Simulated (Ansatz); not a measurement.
# NiO: what the fields show

Input file:

```
crystal:
  lattice:
    - [-0.4532164904, 1.8910067358, 1.8910067358]
    - [1.8910067358, -0.4532164904, 1.8910067358]
    - [1.8910067358, 1.8910067358, -0.4532164904]
  atoms:
    - { symbol: Ni, position: [0.0, 0.0, 0.0], spin: 1.61 }
    - { symbol: O, position: [0.5, 0.5, 0.5], spin: 0.33 }
basis:
  ecutwfc: 420
kpoints:
  mp_grid: { grid: [22, 22, 22] }
hamiltonian:
  xc: pbe
scf:
  occupations: { method: gaussian, width: 0.15 }
output:
  forces: true
  stress: true
  eigenvalues: true
  populations: true
  write_density: true
  write_potential: true
  elf: true
  volumetric_format: npy
magnetization:
  spin_polarized: true
```

Launched as:

```sh
ansatz run input.yaml --threads 1 --pin off --max-ram 2560MiB --backend cpu --events-out ev --progress --plain --runs-dir out
```

Below, planes, directions and counts refer to the conventional cell (a = 3.32 Å, b = 3.32 Å, c = 5.77 Å, α = 90.00°, β = 90.00°, γ = 120.00°).

Space group R-3m; spin-polarised.

Computed with DFT PBE, scalar-relativistic, plane waves, PAW (Ansatz 0.2.0).

The density is the valence pseudo-density of a PAW calculation; it isn't the true density close to the nuclei.

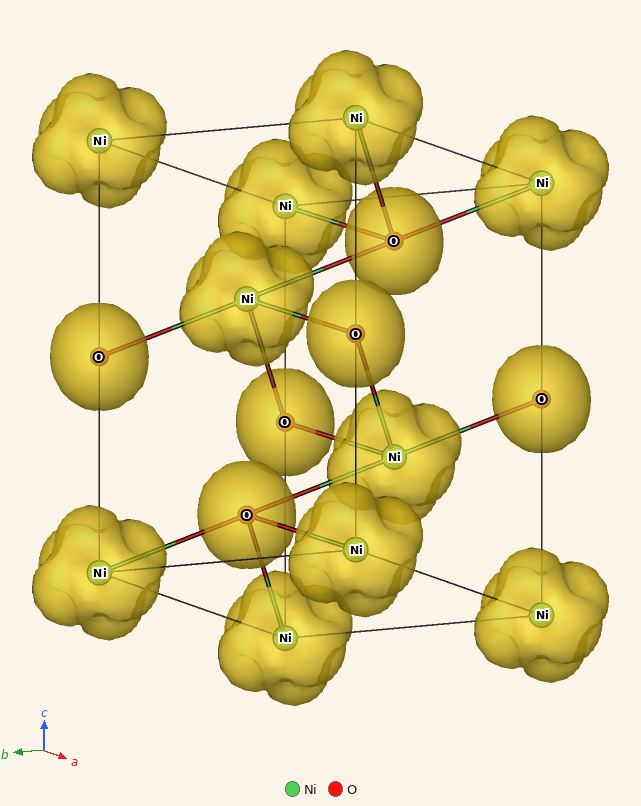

Figure 1. Isosurface of the spin density at +0.08 e/Å³ (yellow), seen at an oblique angle. Sticks mark near contacts.

Q: Where is the spin, and how is it ordered?

A: The spin density sits on Ni: +1.3 μB (×3) in one cell of 6 atoms, with smaller moments on O (up to +0.30 μB): parallel main moments, as they must be, since the calculation's own cell holds one magnetic site. The cell of the calculation (2 atoms) carries 1.6 μB of net spin moment.

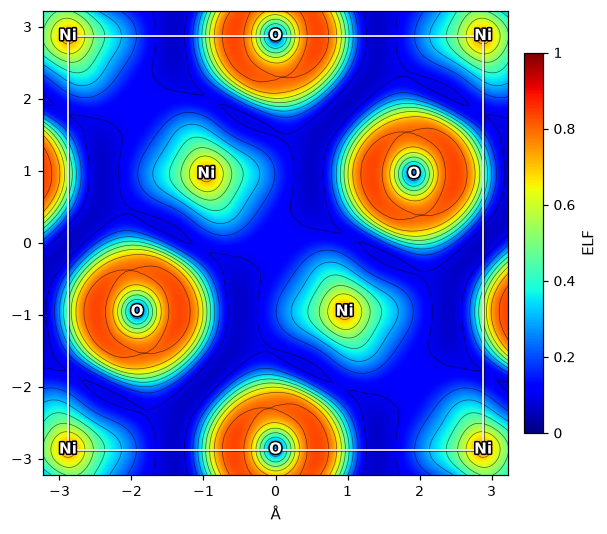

Figure 2. Electron localisation function on the (110) plane of the conventional cell.

Q: Describe what can be read from this map.

A:
- The section cuts through Ni and O sites.
- Ni–O (2.14 Å): the ELF peaks at about 0.80 in the valence shell of O, 0.6 Å from its nucleus, and is about 0.15 at the midpoint; no shared electron pair shows on this line.
- The features right at Ni lie inside the PAW spheres, where the map follows smoothed inner orbitals and isn't to be read closely.

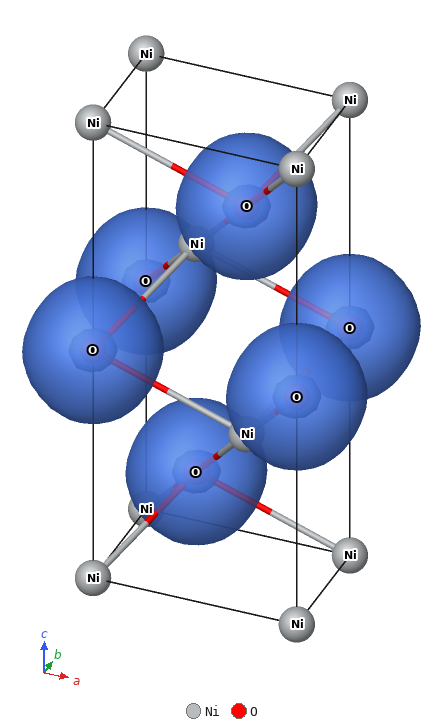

Figure 3. Isosurface of the electron localisation function at 0.6 (blue), seen slightly off an axis. Core shells and regions of very low density are left out. Sticks mark near contacts.

Q: Describe the localisation domains.

A: The surface consists of three regions wrapped around O (the valence shell of each), counted in one cell of 6 atoms. Any copies at cell faces, edges or corners count once.

Q: Does the calculation give a band gap?

A: It is metallic or semimetallic at this level of theory: no gap opens; semilocal functionals without U, or without the true magnetic order, often close the gap of such compounds.
